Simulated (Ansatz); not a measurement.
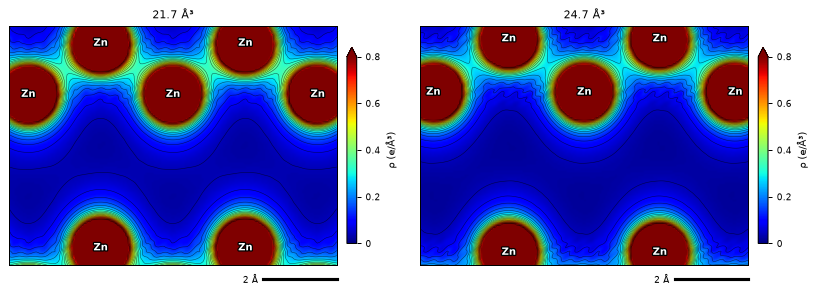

Zn. The valence charge density (pseudo) of cells scaled evenly to different volumes (given per atom above each panel), on the (101̄) plane of each (indices in the axes of the cell below), at one length scale and on one colour scale.

A generated structure, not necessarily the stable one.

Method: Ansatz 0.2.0, DFT, PBE, plane waves (420 eV) with PAW, scalar-relativistic.

In a PAW calculation such maps are meaningful between the atoms, not at the nuclei.

The largest cell:

```xyz
2
Lattice="0.0000 2.9124 2.9124 2.9124 0.0000 2.9124 2.9124 2.9124 0.0000" Properties=species:S:1:pos:R:3 pbc="T T T"
Zn    0.7281    0.7281    0.7281
Zn    5.0967    5.0967    5.0967
```

| volume (Å³/atom) | Zn–Zn contact in the plane (Å) | ρ at its midpoint (e/Å³) | pressure (GPa) | 
| --- | --- | --- | --- |
| 21.74 | 2.417 | 0.334 | 4.6 | 
| 23.72 | 2.488 | ? | ? | 
| 24.70 | 2.522 | 0.283 | 0.0 | 

> Estimate the missing row, and compare with the calculation.

Over the known rows ln ρ falls by 1.58 per Å of Zn–Zn distance (the line through the two), which gives 0.299 e/Å³ at 2.488 Å; the calculation gives 0.298 e/Å³. For the pressure, a straight line in volume between the neighbouring rows gives 1.5 GPa; the calculation gives 1.2, lower because pressure rises ever faster on compression.
